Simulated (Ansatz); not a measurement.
# Band gap of BaTiO3 (R3m) from density functionals to GW

Aim: the gap of BaTiO3 (R3m) at several levels of theory on one structure, with the time that each takes.

Calculated with Ansatz 0.2.0; density functionals, hybrids and G0W0, plane waves, PAW.

In doubt: the elements are of a kind flagged for part-filled d or f shells, though by formal charges that shell is empty here, so the flag may not apply.

### Step 1. Starting point

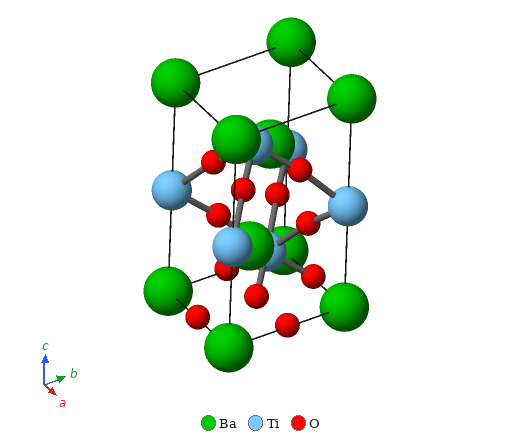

Start, viewed slightly off an axis; barium green, titanium blue, oxygen red. This picture shows the conventional cell, with its axes. Some periodic images of atoms are drawn too.

Coordinates:

```cif
data_structure
_symmetry_space_group_name_H-M 'P 1'
_symmetry_Int_Tables_number 1
_cell_length_a 4.0042
_cell_length_b 4.0042
_cell_length_c 4.0042
_cell_angle_alpha 89.837
_cell_angle_beta 89.837
_cell_angle_gamma 89.837
_cell_volume 64.20
loop_
_atom_site_label
_atom_site_type_symbol
_atom_site_fract_x
_atom_site_fract_y
_atom_site_fract_z
_atom_site_occupancy
Ba1 Ba 0.00000 0.00000 0.00000 1
Ti2 Ti 0.48450 0.48450 0.48450 1
O3 O 0.50860 0.50860 0.01750 1
O4 O 0.01750 0.50860 0.50860 1
O5 O 0.50860 0.01750 0.50860 1
```

The cell and positions come from the Crystallography Open Database and are kept as given unless a step says otherwise. Spin-orbit coupling is left out unless a step names it.

The logs state that the PAW files were generated under PBE.

### Step 2. LDA on the 6×6×6 mesh

Levels along a band path and on the mesh show where this functional puts the band edges.

This step: DFT, LDA, plane waves, PAW; PAW set soft_1.

The input, input.yaml:

```yaml
crystal:
  lattice:
    - [2.8273666084, 1.6323808724, 2.3183934932]
    - [-2.8273666084, 1.6323808724, 2.3183934932]
    - [0.0, -3.2647617449, 2.3183934932]
  atoms:
    - { symbol: Ba, position: [0.0, 0.0, 0.0] }
    - { symbol: Ti, position: [0.4845, 0.4845, 0.4845] }
    - { symbol: O, position: [0.5086, 0.5086, 0.0175] }
    - { symbol: O, position: [0.0175, 0.5086, 0.5086] }
    - { symbol: O, position: [0.5086, 0.0175, 0.5086] }
kpoints:
  mp_grid: { grid: [6, 6, 6] }
  band_path:
    path:
      - [[0.0, 0.0, 0.0], [0.5, 0.5, 0.5], [0.50282879, 0.49717121, 0.5]]
      - [[0.5, -0.49717121, 0.49717121], [0.5, 0.0, 0.0], [0.0, 0.0, 0.0], [0.49858561, -0.49858561, 0.0]]
      - [[0.50141439, 0.0, 0.49858561], [0.5, 0.0, 0.5], [0.0, 0.0, 0.0]]
    npoints: 10
hamiltonian:
  xc: lda
  pseudopotentials: { kind: paw, azcp: { folder: soft_1 }, xc_functional: pbe }
scf:
  occupations: { method: fermi_dirac, width: 0.02 }
  n_extra_bands: 5
output:
  eigenvalues: true
  write_density: true
  write_potential: true
  elf: true
  volumetric_format: npy
```

The run is started by

```sh
ansatz run input.yaml --threads 4 --pin off --max-ram 138240MiB --backend cuda --events-out ev --progress --plain --runs-dir out --devices 1 --max-vram 26GiB
```

Numbers of over 12 decimals in the logs are rounded to 6 here.

The log of the run:

```text
scf.n_extra_bands = 5 over 20 filled bands (N_el = 40.0): the run solves 25 bands
GPUs: using 1 of 1 available (devices: 1).
Engine: ansatz 0.2.0, x86_64-unknown-linux-gnu
Pseudopotentials: kind: paw
Pseudopotential: Ba, paw, valence charge 10, recommended cutoff 420 eV (normal), soft_1/Ba.paw.azcp
Pseudopotential: Ti, paw, valence charge 12, recommended cutoff 420 eV (normal), soft_1/Ti.paw.azcp
Pseudopotential: O, paw, valence charge 6, recommended cutoff 420 eV (normal), soft_1/O.paw.azcp
Functional definition: SPW92
  exchange = slater_x
  correlation = pw_c
device memory: the entry about to start is reckoned to put 1.1 GiB on a device that reports 32.4 GiB free (of which the cap on the GPU budget leaves the run 26.0 GiB)
GPU FFT provider: cuFFT
GPU libraries: cuBLAS 13.8.2, cuFFT 12.4.0, cuSOLVER 12.3.4
Crystal: 5 atoms, lattice volume = 64.201 Å³
Basis set: ecut = 420 eV, 1237 PW (Γ)
Bands: 25, of which v1, the nominal top of the filled ones, is band 20 counted from 1 (19 counted from 0)
Symmetry: 6 space group operations
Space group: R3m (ITA 160), of the structure as read, at distance tolerance 4.0e-5 Å
k-points: 32 of 216 (time reversal used)
Non-local potential: Ba, projectors of the file, l = 0: 3, l = 1: 2, l = 2: 2, l = 3: 2
Non-local potential: Ti, projectors of the file, l = 0: 3, l = 1: 2, l = 2: 3, l = 3: 1
Non-local potential: O, projectors of the file, l = 0: 2, l = 1: 2, l = 2: 1
PAW form: soft (Blöchl's): semilocal exchange-correlation on the pseudo side does not see the compensation charge
PAW frozen core: Ba, regenerated for the run's functional, and the local potential with it (the file was generated under x = pbe(κ = 0.804, μ = 0.219515), c = pbe(β = 0.066725))
PAW frozen core: Ti, regenerated for the run's functional, and the local potential with it (the file was generated under x = pbe(κ = 0.804, μ = 0.219515), c = pbe(β = 0.066725))
PAW frozen core: O, regenerated for the run's functional, and the local potential with it (the file was generated under x = pbe(κ = 0.804, μ = 0.219515), c = pbe(β = 0.066725))
PAW one-centre angular grid: Ba, 194 points (default); XC on 64 Gauss nodes
PAW one-centre angular grid: Ti, 590 points (default); XC on 64 Gauss nodes
PAW one-centre angular grid: O, 110 points (default); XC on 64 Gauss nodes
Initial density: superposition of atomic densities (chi_scale 0.1, normalization cell, long waves kept (reshape's long-wave potential 0.00 eV rms))
Initial wavefunctions: pseudopotential atomic-orbital guess
GPU buffer pool allocated for 19683 grid points (all kernels)
GPU transforms: local potential and band sums: pruned to the plane-wave sphere, on 27×27×27
Functional: x = slater, c = lda
SCF iter   1: F=—  HF=-9905.100297 eV  |F-HF|=—  |Δ(HF+E_count)|=         —  Δρ=5.59e-2  dr2=1.95e0  ethr=3.10e-3  ⟨swp⟩=8.9  Hψ=4232  notcnv=0
preconditioner: auto → Resta (q_TF=auto, 2.521 Å⁻¹)  ε∞=5.9  [insulator: Δε(μ)=2.556 eV  Ē_g=11.514 eV  σ=0.020 eV  W_gap=1.00  n_scr=18 (ndim 8)  ℏωp=25.4 eV  f_vac=0.000  D(μ)=0.00/eV (n_scr^D=0)  ε∞_Penn≈5.9]
SCF iter   2: F=—  HF=-9904.716576 eV  |F-HF|=—  |Δ(HF+E_count)|=   3.84e-1  Δρ=2.48e-2  dr2=5.72e-1  ethr=3.10e-3  ⟨swp⟩=2.2  Hψ=1452  notcnv=0  defer=32
SCF iter   3: F=—  HF=-9904.604829 eV  |F-HF|=—  |Δ(HF+E_count)|=   1.12e-1  Δρ=7.75e-3  dr2=6.29e-2  ethr=1.43e-3  ⟨swp⟩=2.3  Hψ=2359  notcnv=0  defer=32
SCF iter   4: F=—  HF=-9904.586239 eV  |F-HF|=—  |Δ(HF+E_count)|=   1.86e-2  Δρ=1.65e-3  dr2=1.48e-3  ethr=1.57e-4  ⟨swp⟩=2.3  Hψ=1419  notcnv=0  defer=32
SCF iter   5: F=—  HF=-9904.586107 eV  |F-HF|=—  |Δ(HF+E_count)|=   1.31e-4  Δρ=2.69e-4  dr2=3.92e-5  ethr=3.70e-6  ⟨swp⟩=2.2  Hψ=1283  notcnv=0  defer=32
SCF iter   6: F=—  HF=-9904.586312 eV  |F-HF|=—  |Δ(HF+E_count)|=   2.05e-4  Δρ=3.86e-5  dr2=9.42e-7  ethr=9.79e-8  ⟨swp⟩=2.5  Hψ=1246  notcnv=0  defer=32
SCF iter   7: F=-9904.586312 eV  HF=-9904.586312 eV  |F-HF|=2.11e-8  |Δ(HF+E_count)|=   8.76e-8  Δρ=9.12e-6  dr2=4.10e-8  ethr=2.50e-10  ⟨swp⟩=9.0  Hψ=3039  notcnv=0
SCF 1 converged in 7 iterations: F = -9904.586312 eV  dr2 = 4.10e-8
[...]
device memory: the entry about to start is reckoned to put 1.9 GiB on a device that reports 32.3 GiB free (of which the cap on the GPU budget leaves the run 26.0 GiB)
NSCF: frozen V_eff on 73 k-points, pencils in batches of 32, up to order 112
SCF converged after 7 iterations
Free energy (F): -9904.586312 eV
Harris-Foulkes:  -9904.586312 eV  (|F-HF|=2.11e-8)
Internal energy: -9904.586312 eV  (E = F + TS)
E sigma→0 (E₀):  -9904.586312 eV
Fermi energy:    11.002667 eV
--- Per-component energies (eV) ---
  E_band       = -151.075145
  E_kinetic    = 942.925149
  E_local      = -2203.245248  (includes V_loc(G=0)·N_el)
  E_nonlocal   = 320.899654
  E_hartree    = 842.712903
  E_xc         = -526.080420
  E_vxc        = -549.310967  (∫ρ·V_xc dr)
  E_paw        = -6473.486143  (= ΣΔE_a)
  E_vpaw       = -347.779282  (= ΣTr[D̂ρ^β])
  E_aug_tail   = 0.002241  (compensation charges beyond the density's cutoff)
  E_ewald      = -2809.213684
  E_core_change = 0.899235  (= ΣΔE_core)
  E_smearing   = -0.000000  (= −TS)
  E_closure    = -0.000000  (closes the sum)
  Σ components = -9904.586312   (vs F -9904.586312, Δ=0.00e0)
--- Band table (eV; the first three rows and the last of 32) ---
  k-point 0: bands = [... 16 lower, 8.7190, 9.3231, 9.4668, 9.4668, 12.1728, 12.1728, 12.3278, 14.3950, ... 1 higher]
  k-point 1: bands = [... 16 lower, 8.5493, 8.9132, 9.3463, 9.3605, 12.2229, 12.5573, 12.5836, 14.3913, ... 1 higher]
  k-point 2: bands = [... 16 lower, 8.2470, 8.3615, 9.0310, 9.1280, 12.2966, 13.2442, 13.3394, 14.3767, ... 1 higher]
  k-point 31: bands = [... 16 lower, 7.5312, 9.8033, 9.8033, 9.8179, 14.1730, 14.3221, 14.3221, 16.4735, ... 1 higher]
```

Elapsed: 7.4 s, on 1 × NVIDIA H100 80GB HBM3 (shared by 3 runs) with 4 threads of AMD EPYC 7R13 (Zen 3), shared host; peak memory 0.91 GiB; 4.1 s of CPU time.

Numbers from this step:

```yaml
filled_bands: 20
gap: 2.355 eV
valence_top_at: T
conduction_bottom_at: Γ
least_direct_gap: 2.686 eV
```

Over mesh and path the gap is 2.355 eV, from k = (0.500, 0.500, 0.500) to k = Γ. The least direct gap found is 2.686 eV, at k = (0.050, -0.050, 0.000).

### Step 3. LDA+SOC on the 6×6×6 mesh

This run has two-component orbitals with spin-orbit coupling.

This step: DFT, LDA with spin-orbit coupling, plane waves, PAW; PAW set soft_1.

The input, input.yaml:

```yaml
crystal:
  lattice:
    - [2.8273666084, 1.6323808724, 2.3183934932]
    - [-2.8273666084, 1.6323808724, 2.3183934932]
    - [0.0, -3.2647617449, 2.3183934932]
  atoms:
    - { symbol: Ba, position: [0.0, 0.0, 0.0] }
    - { symbol: Ti, position: [0.4845, 0.4845, 0.4845] }
    - { symbol: O, position: [0.5086, 0.5086, 0.0175] }
    - { symbol: O, position: [0.0175, 0.5086, 0.5086] }
    - { symbol: O, position: [0.5086, 0.0175, 0.5086] }
kpoints:
  mp_grid: { grid: [6, 6, 6] }
  band_path:
    path:
      - [0.0, 0.0, 0.0]
      - [0.5, 0.5, 0.5]
      - [0.50282879, 0.49717121, 0.5]
      - [0.5, -0.49717121, 0.49717121]
      - [0.5, 0.0, 0.0]
      - [0.49858561, -0.49858561, 0.0]
      - [0.50141439, 0.0, 0.49858561]
      - [0.049858561, -0.049858561, 0.0]
    npoints: 1
hamiltonian:
  xc: lda
  pseudopotentials: { kind: paw_fr, azcp: { folder: soft_1 }, xc_functional: pbe }
scf:
  occupations: { method: fixed }
  n_extra_bands: 10
magnetization:
  noncollinear: true
  spin_orbit: true
output:
  eigenvalues: true
```

The log of the run:

```text
[...]
GPUs: using 1 of 1 available (devices: 1).
[...]
non-collinear run that drives no moment, with spin-orbit: no starting moment large enough to seed its density (crystal.atoms[].spin), no starting occupations that ask for one, no magnetisation constraint and no magnetic field, so the semilocal B_xc is pinned to zero
[...]
GPU FFT provider: cuFFT
GPU libraries: cuBLAS 13.8.2, cuFFT 12.4.0, cuSOLVER 12.3.4
Crystal: 5 atoms, lattice volume = 64.201 Å³
Basis set: ecut = 420 eV, 1237 PW (Γ)
Bands: 50, of which v1, the nominal top of the filled ones, is band 40 counted from 1 (39 counted from 0)
Symmetry: 6 space group operations + 6 with time reversal
[...]
k-points: 32 of 216 (time reversal used)
Projection manifold: j_resolved (fully-relativistic pseudo-atomic orbitals)
[...]
GPU buffer pool allocated for 19683 grid points (all kernels)
[...]
Absolute magnetization: 0.0000 μB (∫|m|)
  site 0: m = (+0.0000, +0.0000, +0.0000) μB, |m| = 0.0000 μB  (R = 1.15 Å)
  site 1: m = (+0.0000, +0.0000, +0.0000) μB, |m| = 0.0000 μB  (R = 0.77 Å)
  site 2: m = (+0.0000, +0.0000, +0.0000) μB, |m| = 0.0000 μB  (R = 0.77 Å)
  site 3: m = (+0.0000, +0.0000, +0.0000) μB, |m| = 0.0000 μB  (R = 0.77 Å)
  site 4: m = (+0.0000, +0.0000, +0.0000) μB, |m| = 0.0000 μB  (R = 0.77 Å)
Free energy (F): -9909.245262 eV
[...]
Internal energy: -9909.245262 eV  (E = F + TS)
E sigma→0 (E₀):  -9909.245262 eV
Fermi energy:    9.818828 eV
[...]
--- Band table (eV; the first three rows and the last of 32) ---
  k-point 0: bands = [... 36 lower, 9.4534, 9.4534, 9.5138, 9.5138, 12.1643, 12.1643, 12.1756, 12.1756, ... 6 higher]
  k-point 1: bands = [... 36 lower, 9.2852, 9.3468, 9.3924, 9.3977, 12.2159, 12.2252, 12.5469, 12.5557, ... 6 higher]
  k-point 2: bands = [... 36 lower, 9.0144, 9.0340, 9.1305, 9.1350, 12.2932, 12.2959, 13.2366, 13.2451, ... 6 higher]
  k-point 31: bands = [... 36 lower, 9.8067, 9.8067, 9.8188, 9.8188, 14.1710, 14.1710, 14.3178, 14.3178, ... 6 higher]
[key lines of the parts left out:]
SCF converged after 8 iterations
Magnetization: |M| = 0.0000 μB,  M = (+0.0000, +0.0000, +0.0000) μB
```

Wall time 9.1 s (1 × NVIDIA H100 80GB HBM3 (shared by 3 runs) with 4 threads); peak memory 0.95 GiB; 12 s of CPU time.

Numbers from this step:

```
gap                  : 2.345 eV
valence top at       : H_2
conduction bottom at : Γ
least direct gap     : 2.633 eV
```

Over mesh and listed points the gap is 2.345 eV, from k = (0.503, 0.497, 0.500) to k = Γ. The least direct gap found is 2.633 eV, at k = (0.050, -0.050, 0.000). LDA+SOC against LDA: 2.345 − 2.355 = −0.010 eV. Mesh, set of files and cutoff are the same, but the valence top lies at another k point, so this need not be the shift of one pair of states. The spin-orbit run sees mesh and listed points alone, so its gap is an upper bound: the coupling can move an edge off these points, the more so as this crystal has no centre of inversion, and the change over the zone, its sign included where it is small, is not known.

### Step 4. HSE06 on the 4×4×4 mesh

HSE06 mixes in a quarter of exact exchange at short range.

This step: DFT, HSE06, plane waves, PAW; PAW set soft_1.

Edit input.yaml of step 3 so:

```diff
@@ -12,3 +12,3 @@
 kpoints:
-  mp_grid: { grid: [6, 6, 6] }
+  mp_grid: { grid: [4, 4, 4] }
   band_path:
@@ -25,10 +25,7 @@
 hamiltonian:
-  xc: lda
-  pseudopotentials: { kind: paw_fr, azcp: { folder: soft_1 }, xc_functional: pbe }
+  xc: hse06
+  pseudopotentials: { kind: paw, azcp: { folder: soft_1 } }
 scf:
   occupations: { method: fixed }
-  n_extra_bands: 10
-magnetization:
-  noncollinear: true
-  spin_orbit: true
+  n_extra_bands: 5
 output:
```

The log of the run:

```text
[...]
GPUs: using 1 of 1 available (devices: 1).
[...]
davidson cushion auto → on  (no smearing: the cushion is to keep the highest requested band from converging to the state above it; pin scf.eigensolver.cushion to override)
[...]
GPU FFT provider: cuFFT
GPU libraries: cuBLAS 13.8.2, cuFFT 12.4.0, cuSOLVER 12.3.4
Crystal: 5 atoms, lattice volume = 64.201 Å³
Basis set: ecut = 420 eV, 1237 PW (Γ)
[...]
Fermi energy:    9.171231 eV
[...]
--- Band table (eV; the first three rows and the last of 13) ---
  k-point 0: bands = [... 16 lower, 8.0053, 8.7041, 8.8117, 8.8117, 13.0610, 13.0610, 13.2022, 15.1706, ... 1 higher]
  k-point 1: bands = [... 16 lower, 7.6932, 7.9023, 8.5391, 8.5487, 13.1544, 13.8114, 13.9056, 15.1656, ... 1 higher]
  k-point 2: bands = [... 16 lower, 7.4467, 7.4833, 8.1959, 8.3068, 13.2353, 14.6286, 14.7342, 15.1323, ... 1 higher]
  k-point 12: bands = [... 16 lower, 6.7644, 9.1579, 9.1579, 9.1712, 15.2707, 15.4399, 15.4399, 17.4813, ... 1 higher]
[key lines of the parts left out:]
Free energy (F): -10163.664796 eV
```

The job ended after 19 s (1 × NVIDIA H100 80GB HBM3 (shared by 3 runs) with 4 threads; peak memory 1.2 GiB; 21 s of CPU time).

This step gave:

| Property | Result |
| --- | --- |
| gap | 3.890 eV |
| valence top at | T |
| conduction bottom at | Γ |
| least direct gap | 4.214 eV |
| exact-exchange fraction | 0.25 |

Over mesh and listed points the gap is 3.890 eV, from k = (0.500, 0.500, 0.500) to k = Γ. The least direct gap found is 4.214 eV, at k = (0.050, -0.050, 0.000). HSE06 against LDA: 3.890 − 2.355 = +1.535 eV. The runs also differ in mesh (6×6×6 and 4×4×4), so how much of this comes from the functional alone is not known.

### Step 5. HSE06+SOC on the 4×4×4 mesh

This step: DFT, HSE06 with spin-orbit coupling, plane waves, PAW; PAW set soft_1.

Edit input.yaml of step 4 so:

```diff
@@ -26,6 +26,9 @@
   xc: hse06
-  pseudopotentials: { kind: paw, azcp: { folder: soft_1 } }
+  pseudopotentials: { kind: paw_fr, azcp: { folder: soft_1 } }
 scf:
   occupations: { method: fixed }
-  n_extra_bands: 5
+  n_extra_bands: 10
+magnetization:
+  noncollinear: true
+  spin_orbit: true
 output:
```

The log of the run:

```text
[...]
GPUs: using 1 of 1 available (devices: 1).
[...]
GPU FFT provider: cuFFT
GPU libraries: cuBLAS 13.8.2, cuFFT 12.4.0, cuSOLVER 12.3.4
Crystal: 5 atoms, lattice volume = 64.201 Å³
Basis set: ecut = 420 eV, 1237 PW (Γ)
Bands: 50, of which v1, the nominal top of the filled ones, is band 40 counted from 1 (39 counted from 0)
Symmetry: 6 space group operations + 6 with time reversal
[...]
--- Band table (eV; the first three rows and the last of 13) ---
  k-point 0: bands = [... 36 lower, 8.8111, 8.8111, 8.8659, 8.8659, 13.0511, 13.0511, 13.0651, 13.0651, ... 6 higher]
  k-point 1: bands = [... 36 lower, 8.4837, 8.5311, 8.5807, 8.5854, 13.1494, 13.1553, 13.8026, 13.8137, ... 6 higher]
  k-point 2: bands = [... 36 lower, 8.1907, 8.1907, 8.3082, 8.3082, 13.2333, 13.2333, 14.6250, 14.6250, ... 6 higher]
  k-point 12: bands = [... 36 lower, 9.1626, 9.1626, 9.1737, 9.1737, 15.2687, 15.2687, 15.4335, 15.4335, ... 6 higher]
[key lines of the parts left out:]
Magnetization: |M| = 0.0000 μB,  M = (+0.0000, +0.0000, +0.0000) μB
Free energy (F): -10161.925938 eV
Fermi energy:    9.173663 eV
```

Elapsed: 61 s, on 1 × NVIDIA H100 80GB HBM3 (shared by 3 runs) with 4 threads; peak memory 1.8 GiB; 2 min of CPU time.

Numbers from this step:

| Quantity | Value |
| --- | --- |
| gap | 3.877 eV |
| valence top at | H_2 |
| conduction bottom at | Γ |
| least direct gap | 4.153 eV |
| exact-exchange fraction | 0.25 |

Over mesh and listed points the gap is 3.877 eV, from k = (0.503, 0.497, 0.500) to k = Γ. The least direct gap found is 4.153 eV, at k = (0.050, -0.050, 0.000). HSE06+SOC against HSE06: 3.877 − 3.890 = −0.013 eV. Mesh, set of files and cutoff are the same, but the valence top lies at another k point, so this need not be the shift of one pair of states. The spin-orbit run sees mesh and listed points alone, so its gap is an upper bound: the coupling can move an edge off these points, the more so as this crystal has no centre of inversion, and the change over the zone, its sign included where it is small, is not known.

(Part 1 of 2 ends here.)

[Paths, hosts, dates, memory and timing lines, banners, echoed tables and standing remarks are left out of the program output.]

[Logs are printed without paths, hosts, clocks, repeated set-up lines and the standing remarks that a program may print on its own settings, such as how far it seeks lower states.]

[Runs of the session that timed out or met a known fault of the program may be left out.]

[Cells called generated may have been cut or substituted from an entry of the Crystallography Open Database or the Materials Project.]

[Hosts, paths, dates, database ids (printed as entryN), source tags and the programs' standing remarks are cut or masked in the printed files.]

[Where an RPA ε∞ is given, it is that of the G0W0 mesh and is not shown converged in it. Names of k-points follow the symmetry that the program found, which can be lower than the space group named. Band edges on a path are those of the sampled points; other points can move an edge, and change direct to indirect where valleys lie close.]

[Hybrid gaps are those of their k-mesh and are not shown converged in it.]
